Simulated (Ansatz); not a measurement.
## Electronic structure of Zr3S2 in real space

```xyz
10
Lattice="11.1986 0.0000 -0.0421 0.0000 5.1719 0.0000 -1.0753 0.0000 3.3529" Properties=species:S:1:pos:R:3 pbc="T T T"
Zr    0.9826    0.0000    2.2021
Zr    6.5819    2.5860    2.1810
Zr    0.0000    2.5860    0.0000
Zr    5.5993    0.0000   -0.0211
Zr    3.5414    2.5860    1.1297
Zr    9.1407    0.0000    1.1087
S     1.2409    2.5860    2.2442
S     6.8402    0.0000    2.2231
S     3.2831    0.0000    1.0876
S     8.8824    2.5860    1.0666
```

Space group C2/m; started from the random prototype, which need not be the ambient phase.

These are results of Ansatz 0.2.0, DFT PBE, scalar-relativistic, plane waves, PAW, not measurements.

In a PAW calculation such maps are meaningful between the atoms, not at the nuclei.

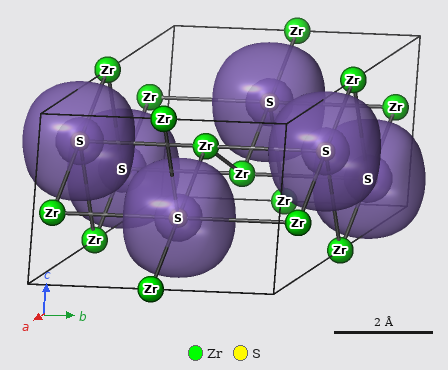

Figure 1. Isosurface of the ELF at 0.6 (purple), seen slightly off an axis. Core shells and regions of very low density are left out. Sticks mark near contacts.

Question: Where are the electrons localised?

Answer: The ELF exceeds this value in four regions wrapped around S (the valence shell of each), counted in one cell of 10 atoms. Any copies at cell faces, edges or corners count once.


Zr–S (2.55 Å): the ELF peaks at about 0.85 in the valence shell of S, 0.8 Å from its nucleus, and is about 0.25 at the midpoint: no localised pair shows between them. Zr–Zr (3.22 Å): the ELF is about 0.30 at the midpoint (no localised pair shows between them).

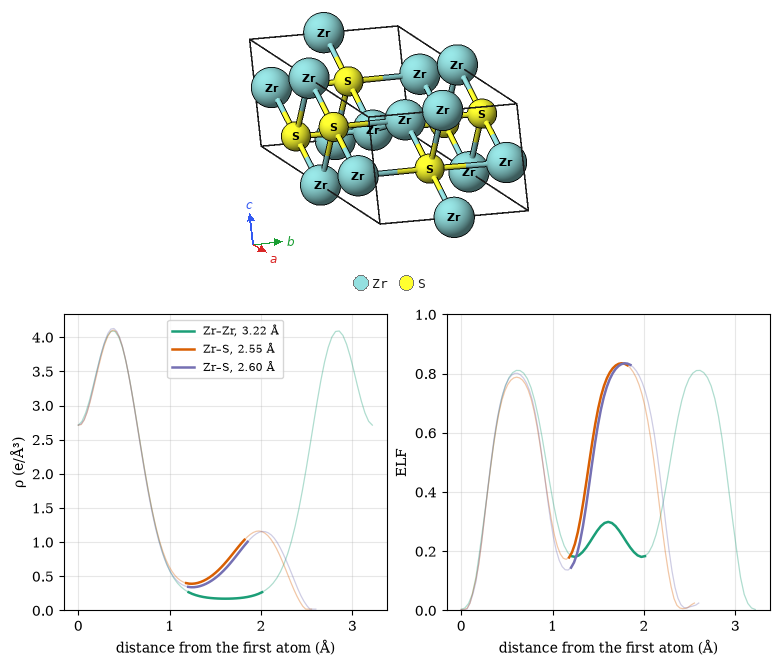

Figure 2. Valence charge density (pseudo) and electron localisation function along straight lines between neighbouring atoms. Thin, pale parts lie inside the atomic spheres. The structure is drawn too.

Question: What can be read from the curves?

Answer: Zr–Zr (3.22 Å): ρ is about 0.17 e/Å³ halfway; the ELF is about 0.30 at the midpoint; no localised pair shows between them.
Zr–S (2.55 Å): ρ at the midpoint is about 0.4 e/Å³; the ELF peaks at about 0.85 in the valence shell of S, 0.8 Å from its nucleus, and is about 0.25 at the midpoint; no shared electron pair shows on this line.
Zr–S (2.60 Å): ρ at the midpoint is about 0.35 e/Å³; the ELF peaks at about 0.85 in the valence shell of S, 0.8 Å from its nucleus, and is about 0.25 at the midpoint; no shared electron pair shows on this line.

Question: Metal or insulator at this level of theory?

Answer: It is metallic or semimetallic at this level of theory: no gap opens.
